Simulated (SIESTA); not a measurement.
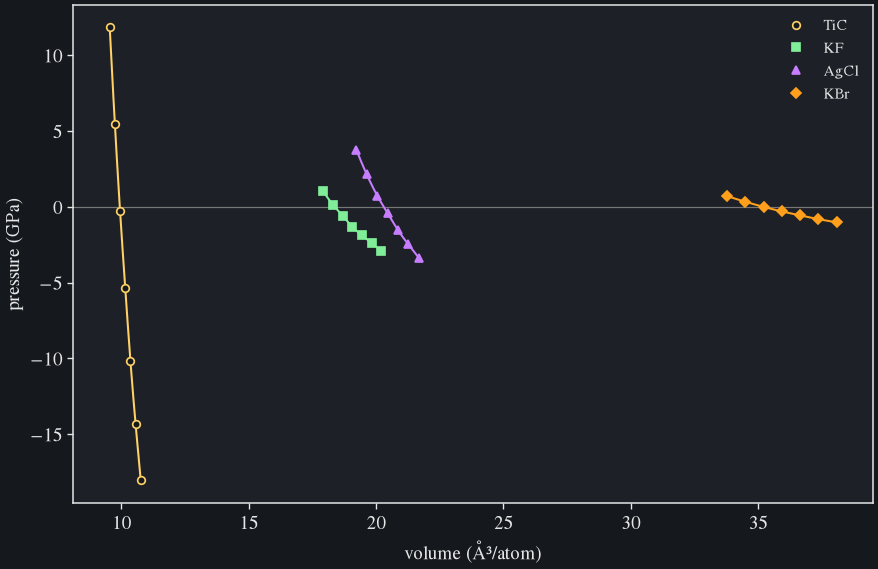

The picture above shows the pressure against volume, with one curve for each compound, for AgCl, KBr, KF and TiC (all in space group Fm-3m (No. 225)).

Calculation (SIESTA 5.4.2): DFT in numerical atomic orbitals with pseudopotentials, no spin polarisation; energies at scaled volumes of the given cell, shape and fractions fixed, counted from the fit's minimum, third-order Birch-Murnaghan fit. Level: PBEsol.

occupations Fermi–Dirac; smearing width 0.05 eV; potentials PseudoDojo 0.4 standard, converted to PSML, two zetas on semicore shells.

Settings that differ: TiC: k mesh 11×11×11; KF: k mesh 9×9×9; AgCl: k mesh 8×8×8; KBr: k mesh 7×7×7.

Order the curves by fitted equilibrium volume, smallest first.

Answer. TiC 9.944, KF 18.387, AgCl 20.292, KBr 35.214 Å³/atom.

Order the curves by fitted bulk modulus, smallest first.

Answer. KBr 15.4, KF 38.9, AgCl 60.7, TiC 268.2 GPa.

For TiC: what does the pressure do across the range?

Answer. It falls from 11.84 GPa at volume 9.55 Å³/atom to −18.05 GPa at 10.77 Å³/atom, and changes sign near 9.94 Å³/atom.

Caveats: mulliken charges of long orbitals; short basis over semicore shells (AgCl).
